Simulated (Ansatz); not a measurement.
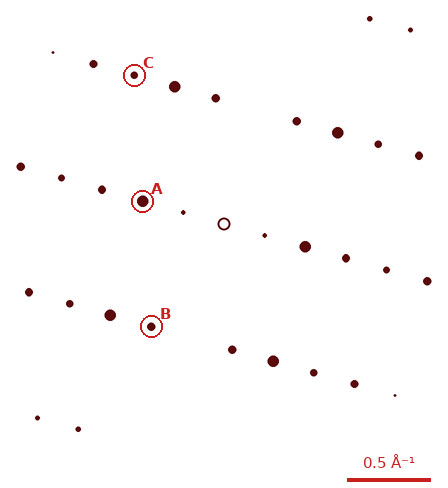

Computed electron diffraction pattern, 200 kV, single scattering only, B = 0.5 Å². The zone axis points towards the electron source and the pattern is seen from the source side.

Cu, space group R-3c (No. 167), a = 7.855 Å, c = 4.198 Å (hexagonal axes). Structure: the end point of a relaxation with DFT PBE, scalar-relativistic, plane waves, PAW (Ansatz); the starting structure was generated, so it need not be a known form of this composition.

Spot A is indexed -2 4 0 and spot B -1 2 3.

Q: Give hkl for C.

A: C = 2A − B = -3 6 -3 (d = 0.956 Å).

Q: Give [uvw].

A: The cross product of A and B is parallel to [210]; every spot obeys hu + kv + lw = 0.
